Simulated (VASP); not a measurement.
Single-point calculation of Mg₂Sn

Mg₂Sn (R-3m, 3 atoms in the cell), computed with DFT, r2SCAN, plane waves, PAW (VASP 6.6.1).

The structure was built on a prototype by a generator. The geometry comes from this level: r2SCAN (a point of a series of strains). It belongs to a series of runs on one base structure; here: epitaxial_111 strain +1.0%.

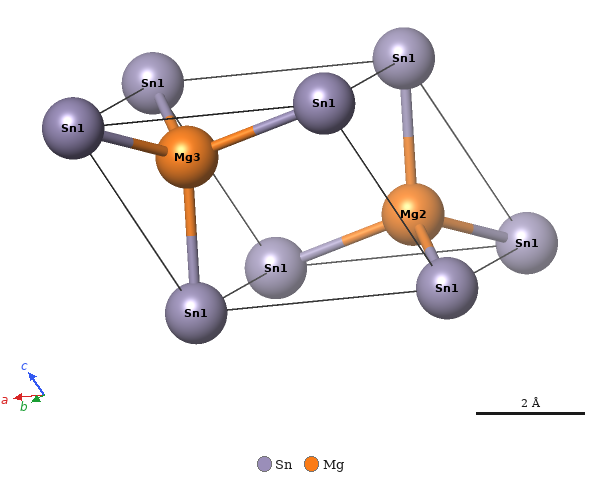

*The input geometry (ball-and-stick view of the cell of the calculation, seen at an oblique angle; atoms are numbered from 1 in the order of the input). An atom can appear more than once, as a periodic image.*

Near neighbours in the periodic cell (some may lie outside the picture): Sn has 8 Mg at 2.92 to 2.95 Å; Mg has 4 Sn at 2.92 to 2.95 Å.

### Results in brief

| quantity | value |
| --- | --- |
| outcome | converged |
| space group (tolerance 0.01 Å) | R-3m (166) |
| electrons treated | 18 |
| free energy | −33.8002 eV |
| Fermi energy | 4.173 eV |
| band gap | 0.07 eV |
| pressure | −0.91 GPa |
| largest force (length of the vector) | 0.003 eV/Å |
| hardware | 1 CPU thread, shared host |
| wall time | 2 min |
| peak memory | 0.23 GiB |

### INCAR
```
ENCUT = 520.000000
SIGMA = 0.020000
EDIFF = 1.00e-07
ALGO = Normal
METAGGA = R2SCAN
PREC = Accurate
IBRION = -1
ISIF = 2
ISMEAR = -1
NBANDS = 16
NELM = 120
NSW = 0
LASPH = .TRUE.
LCHARG = .FALSE.
LWAVE = .FALSE.
LREAL = .FALSE.
```

### KPOINTS
```
KPOINTS created by Atomic Simulation Environment
0
Gamma
6 6 6
0 0 0
```

### KPOINTS_OPT
```
special points
7
Reciprocal
0.0000000000 0.0000000000 0.0000000000 1
0.5000000000 0.0000000000 0.5000000000 1
0.6250000000 0.2500000000 0.6250000000 1
0.3750000000 0.3750000000 0.7500000000 1
0.5000000000 0.5000000000 0.5000000000 1
0.5000000000 0.2500000000 0.7500000000 1
0.0000000000 0.5000000000 0.5000000000 1
```

### POSCAR
```
Sn Mg
 1.0000000000000000
    -0.0329950527000000    3.3807395821999999    3.3807395821999999
     3.3807395821999999   -0.0329950527000000    3.3807395821999999
     3.3807395821999999    3.3807395821999999   -0.0329950527000000
 Sn  Mg
   1   2
Cartesian
 -0.0000000000000000 -0.0000000000000000  0.0000000000000000
  1.6868560900709983  1.6868560900709983  1.6868560900709981
  5.0416280216290019  5.0416280216290028  5.0416280216290028
```

Run as:
```bash
mpirun -np 1 vasp_std
```

### OSZICAR
```
N       E                     dE             d eps       ncg     rms          rms(c)
DAV:   1     0.696744515969E+02    0.69674E+02   -0.85666E+03  1024   0.120E+03
DAV:   2    -0.280522810270E+02   -0.97727E+02   -0.95095E+02  1096   0.307E+02
DAV:   3    -0.360698946721E+02   -0.80176E+01   -0.79936E+01  1376   0.785E+01
DAV:   4    -0.362783243579E+02   -0.20843E+00   -0.20841E+00  1216   0.135E+01
DAV:   5    -0.362879575090E+02   -0.96332E-02   -0.96331E-02  1488   0.267E+00    0.453E+00
DAV:   6    -0.337867498711E+02    0.25012E+01   -0.81955E-01  1096   0.104E+01    0.209E+00
DAV:   7    -0.337913820443E+02   -0.46322E-02   -0.21993E-01  1288   0.229E+00    0.774E-01
DAV:   8    -0.337987289379E+02   -0.73469E-02   -0.17064E-02  1280   0.142E+00    0.330E-01
DAV:   9    -0.338003014966E+02   -0.15726E-02   -0.46925E-03  1328   0.973E-01    0.101E-01
DAV:  10    -0.338001685803E+02    0.13292E-03   -0.34284E-04  1312   0.246E-01    0.416E-02
DAV:  11    -0.338001760971E+02   -0.75168E-05   -0.78227E-05  1488   0.118E-01    0.336E-02
DAV:  12    -0.338001715660E+02    0.45311E-05   -0.66285E-06  1344   0.341E-02    0.253E-03
DAV:  13    -0.338001713931E+02    0.17290E-06   -0.27158E-07  1360   0.352E-03    0.211E-03
DAV:  14    -0.338001713666E+02    0.26531E-07   -0.95692E-08   664   0.410E-03
   1 F= -.33800171E+02 E0= -.33800035E+02  d E =-.272660E-03
       N       E                     dE             ncg
DAV:   1     0.737574230064E+03   -0.37886E+04      224
DAV:   2     0.456456363906E+02   -0.69193E+03      240
DAV:   3    -0.111964351475E+02   -0.56842E+02      304
DAV:   4    -0.126276135116E+02   -0.14312E+01      280
DAV:   5    -0.126944374846E+02   -0.66824E-01      352
DAV:   6    -0.126948762288E+02   -0.43874E-03      280
DAV:   7    -0.126948960018E+02   -0.19773E-04      360
DAV:   8    -0.126948961253E+02   -0.12355E-06      288
DAV:   9    -0.126948961279E+02   -0.25643E-08      256
```

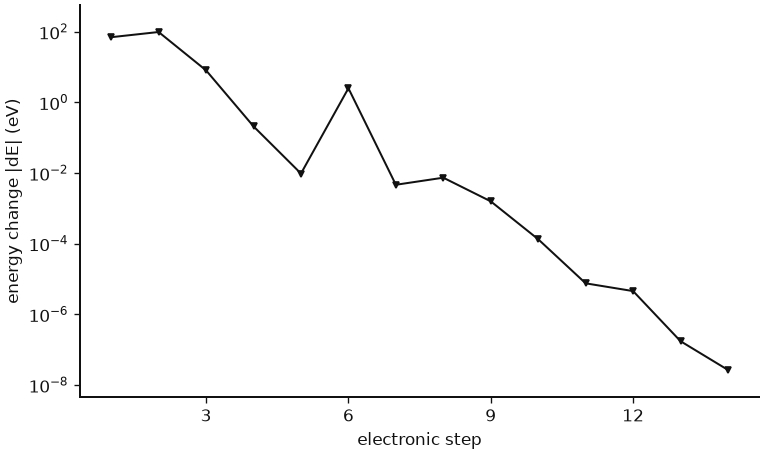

*Convergence of the self-consistent field: energy change |dE| against the electronic step.*

It takes 14 electronic steps. The density is held fixed in the first few steps, and dE rises again when its update begins.

### Parts of OUTCAR
```
k-points           NKPTS =     32   k-points in BZ     NKDIM =     32   number of bands    NBANDS=     16

   NELECT =      18.0000    total number of electrons

   dimension x,y,z NGX =    36 NGY =   36 NGZ =   36
   dimension x,y,z NGXF=    72 NGYF=   72 NGZF=   72

  energy-cutoff  :      520.00
  volume of cell :       78.41
      direct lattice vectors                 reciprocal lattice vectors
    -0.032995053  3.380739582  3.380739582    -0.145748911  0.147185399  0.147185399
     3.380739582 -0.032995053  3.380739582     0.147185399 -0.145748911  0.147185399
     3.380739582  3.380739582 -0.032995053     0.147185399  0.147185399 -0.145748911

 k-points in reciprocal lattice and weights: KPOINTS created by Atomic Simulation Env
   0.00000000  0.00000000  0.00000000       0.005
   0.16666667  0.00000000  0.00000000       0.028
   0.33333333  0.00000000  0.00000000       0.028
   0.50000000  0.00000000 -0.00000000       0.014
   0.16666667  0.16666667  0.00000000       0.028
   0.33333333  0.16666667 -0.00000000       0.056
   0.50000000  0.16666667  0.00000000       0.056
  -0.33333333  0.16666667 -0.00000000       0.056
  -0.16666667  0.16666667  0.00000000       0.028
   0.33333333  0.33333333 -0.00000000       0.028
   0.50000000  0.33333333  0.00000000       0.056
  -0.33333333  0.33333333  0.00000000       0.028
   0.50000000  0.50000000  0.00000000       0.014
   0.16666667  0.16666667  0.16666667       0.009
   0.33333333  0.16666667  0.16666667       0.028
   0.50000000  0.16666667  0.16666667       0.028
  -0.33333333  0.16666667  0.16666667       0.028
  -0.16666667  0.16666667  0.16666667       0.028
   0.33333333  0.33333333  0.16666667       0.028
   0.50000000  0.33333333  0.16666667       0.056
  -0.33333333  0.33333333  0.16666667       0.056
  -0.16666667  0.33333333  0.16666667       0.056
   0.50000000  0.50000000  0.16666667       0.028
  -0.33333333  0.50000000  0.16666667       0.056
  -0.16666667  0.50000000  0.16666667       0.028
  -0.33333333 -0.33333333  0.16666667       0.028
   0.33333333  0.33333333  0.33333333       0.009
   0.50000000  0.33333333  0.33333333       0.028
  -0.33333333  0.33333333  0.33333333       0.028
   0.50000000  0.50000000  0.33333333       0.028
  -0.33333333  0.50000000  0.33333333       0.028
   0.50000000  0.50000000  0.50000000       0.005

 E-fermi :   4.1727

 k-point     1 :       0.0000    0.0000    0.0000
  band No.  band energies     occupation
      1     -17.3500      2.00000
      2     -17.3494      2.00000
      3     -17.3494      2.00000
      4     -17.3040      2.00000
      5     -17.3040      2.00000
      6      -5.3266      2.00000
      7       4.0617      1.99227
      8       4.0617      1.99227
      9       4.1501      1.51122
     10       5.9760      0.00000
     11       6.4075      0.00000
     12       6.4075      0.00000
     13       6.5987      0.00000
     14       8.8891      0.00000
     15       9.8288      0.00000
     16       9.8288      0.00000

 k-point     2 :       0.1667    0.0000    0.0000
  band No.  band energies     occupation
      1     -17.3494      2.00000
      2     -17.3488      2.00000
      3     -17.3485      2.00000
      4     -17.3040      2.00000
      5     -17.3038      2.00000
      6      -5.0965      2.00000
      7       2.2274      2.00000
      8       3.7617      2.00000
      9       3.8299      2.00000
     10       5.8576      0.00000
     11       6.8636      0.00000
     12       6.9771      0.00000
     13       7.9532      0.00000
     14       8.8308      0.00000
     15       8.8982      0.00000
     16       9.6636      0.00000

 k-point     3 :       0.3333    0.0000    0.0000
  band No.  band energies     occupation
      1     -17.3488      2.00000
      2     -17.3471      2.00000
      3     -17.3466      2.00000
      4     -17.3038      2.00000
      5     -17.3033      2.00000
      6      -4.4899      2.00000
      7       0.1446      2.00000
      8       3.3670      2.00000
      9       3.4181      2.00000
     10       5.3568      0.00000
     11       6.8012      0.00000
     12       6.8512      0.00000
     13       8.9331      0.00000
     14       9.6108      0.00000
     15       9.7491      0.00000
     16      10.3397      0.00000

 k-point     4 :       0.5000    0.0000   -0.0000
  band No.  band energies     occupation
      1     -17.3485      2.00000
      2     -17.3462      2.00000
      3     -17.3457      2.00000
      4     -17.3037      2.00000
      5     -17.3030      2.00000
      6      -4.0279      2.00000
      7      -0.8310      2.00000
      8       3.2193      2.00000
      9       3.2628      2.00000
     10       5.1807      0.00000
     11       6.5630      0.00000
     12       6.6124      0.00000
     13       8.6214      0.00000
     14      11.4011      0.00000
     15      11.5799      0.00000
     16      12.3182      0.00000

 k-point     5 :       0.1667    0.1667    0.0000
  band No.  band energies     occupation
      1     -17.3505      2.00000
      2     -17.3479      2.00000
      3     -17.3475      2.00000
      4     -17.3046      2.00000
      5     -17.3031      2.00000
      6      -5.0162      2.00000
      7       2.5061      2.00000
      8       3.1647      2.00000
      9       3.2442      2.00000
     10       5.5491      0.00000
     11       6.8747      0.00000
     12       7.7929      0.00000
     13       7.8460      0.00000
     14       8.3809      0.00000
     15      10.1563      0.00000
     16      10.4172      0.00000

 [... the levels of 26 k-points are left out ...]

 k-point    32 :       0.5000    0.5000    0.5000
  band No.  band energies     occupation
      1     -17.3491      2.00000
      2     -17.3456      2.00000
      3     -17.3456      2.00000
      4     -17.3030      2.00000
      5     -17.3030      2.00000
      6      -3.9773      2.00000
      7      -0.7836      2.00000
      8       3.1681      2.00000
      9       3.1681      2.00000
     10       5.0424      0.00000
     11       6.4845      0.00000
     12       6.4845      0.00000
     13       8.4914      0.00000
     14      11.5975      0.00000
     15      11.5975      0.00000
     16      12.3181      0.00000

  Total       -0.4431420     -0.4431420     -0.4431420      0.1737661      0.1737661      0.1737661
  in kB       -9.0547560     -9.0547560     -9.0547560      3.5505768      3.5505768      3.5505768
  external PRESSURE =      -9.0547560 kB  Pullay stress =       0.0000000 kB

 POSITION                                       TOTAL-FORCE (eV/Angst)
 -----------------------------------------------------------------------------------
      0.00000      0.00000      0.00000        -0.000000     -0.000000     -0.000000
      1.68686      1.68686      1.68686        -0.001489     -0.001489     -0.001489
      5.04163      5.04163      5.04163         0.001489      0.001489      0.001489
 -----------------------------------------------------------------------------------
    total drift:                                0.000000     -0.000000     -0.000000

  FREE ENERGIE OF THE ION-ELECTRON SYSTEM (eV)
  ---------------------------------------------------
  free  energy   TOTEN  =       -33.8001713666 eV

  energy  without entropy=      -33.7998987063  energy(sigma->0) =      -33.80003504
```
